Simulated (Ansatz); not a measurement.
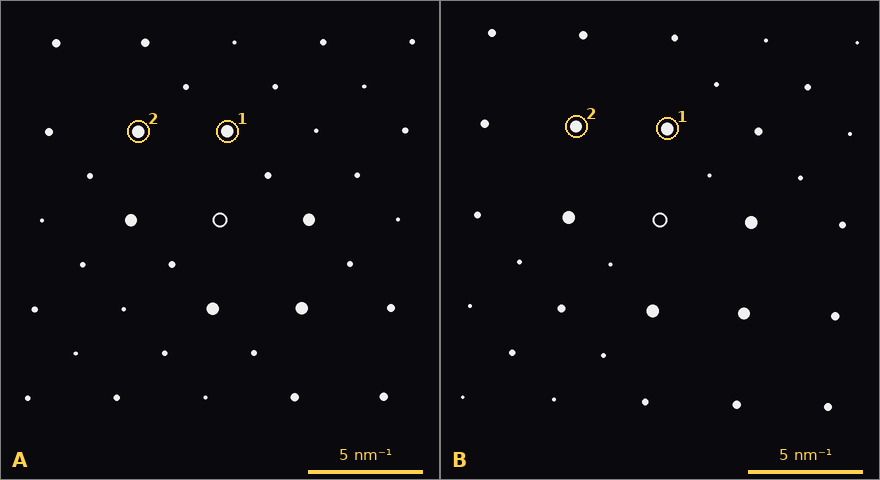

Kinematic electron diffraction patterns (300 kV, B = 0.5 Å², same scale) along [101] of the run's own cell, for the start and the end of one relaxation of PtSe2 with DFT PBE, scalar-relativistic, plane waves, PAW in Ansatz. k mesh 10×10×4. The start is a generated model structure, and the relaxation ends in the nearest stationary point of its symmetry, not necessarily the ground state. Spot 1 is -1 -1 1 and spot 2 is 0 -2 0 in both.

Start structure:

```
CELL_PARAMETERS angstrom
3.76141 0.00000 0.00000
0.00000 3.76141 0.00000
0.00000 0.00000 8.78209
ATOMIC_POSITIONS crystal
Pt 0.50000 0.00000 0.34308
Pt 0.00000 0.50000 0.65692
Se 0.00000 0.00000 0.00000
Se 0.50000 0.50000 0.00000
Se 0.50000 0.00000 0.62437
Se 0.00000 0.50000 0.37563
```

> Which pattern belongs to the start structure, and which to the relaxed one?

A is the start: its cell gives d(1) = 2.546 Å, d(2) = 1.881 Å and an angle of 47.4°. B is the relaxed structure, with d(1) = 2.481 Å (-2.5 %), d(2) = 1.803 Å (-4.2 %) and 46.5°.

> Name reflections whose intensity changes strongly on relaxation.

1 2 -1 fades out of sight; 2 0 -2 goes from 0.54 to 14 % of the strongest spot.

> Summarise the relaxation behind the change.

The volume changed by +12.6 % to 23.33 Å³ an atom; with the mean shift removed, the atoms moved by up to 0.88 Å relative to the cell (Pt most); the space group stayed P4/nmm (No. 129); the free energy fell by 78 meV an atom. Relaxed cell: a = 3.605 Å, b = 3.605 Å, c = 10.769 Å, α = 90.00°, β = 90.00°, γ = 90.00°.
